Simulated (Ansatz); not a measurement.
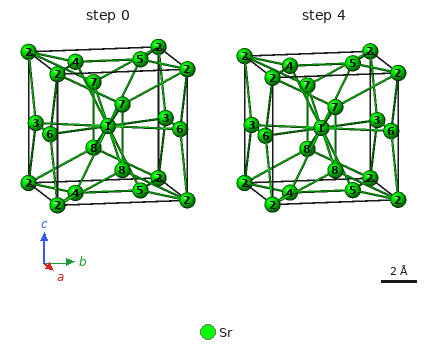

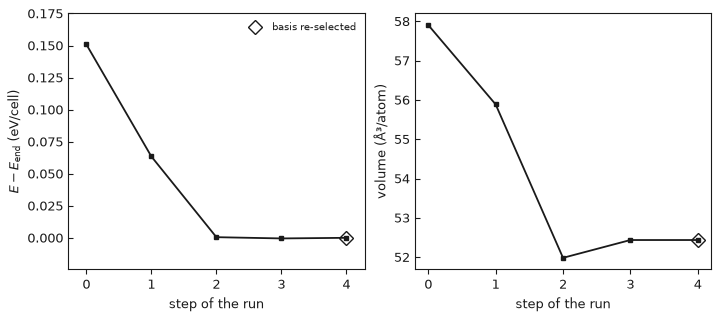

First and last geometry of a relaxation of solid Sr (built on the beta-tungsten (A15)_223 type), with the history of the run. The picture is a ball-and-stick view of the cell of the calculation, seen slightly off an axis.

Case: beta-tungsten (A15) type (Pm-3n, No. 223).

Method: Ansatz, DFT PBEsol, scalar-relativistic, plane waves, PAW. Set-up: plane-wave cutoff 420 eV; k-point mesh 6 × 6 × 6; occupations gaussian; smearing width 0.1 eV; no spin polarisation; cell and atoms relaxed; force threshold 0.01 eV/Å; at most 80 steps.

**Read the history and describe the run.**

It converged. The atoms keep their places relative to the cell (all moves are under 0.005 Å). The volume changes by −9.4 %, with a = b = c 7.738 → 7.486 Å (−3.3 %). Near-neighbour distances that change, for instance: Sr1–Sr3 4.325 → 4.185 Å, Sr3–Sr6 3.869 → 3.743 Å. The space group stays Pm-3n (No. 223). Over 3 accepted moves (4 points after the start) the energy falls by 0.151 eV per cell of the calculation. All forces vanish by symmetry, so only the cell relaxes. The pressure goes from −1.02 to −0.01 GPa. The SCF was repeated once at an unchanged geometry on a basis and grid sized afresh for the cell, which shifted the energy by 0.5 meV per cell of the calculation at most.
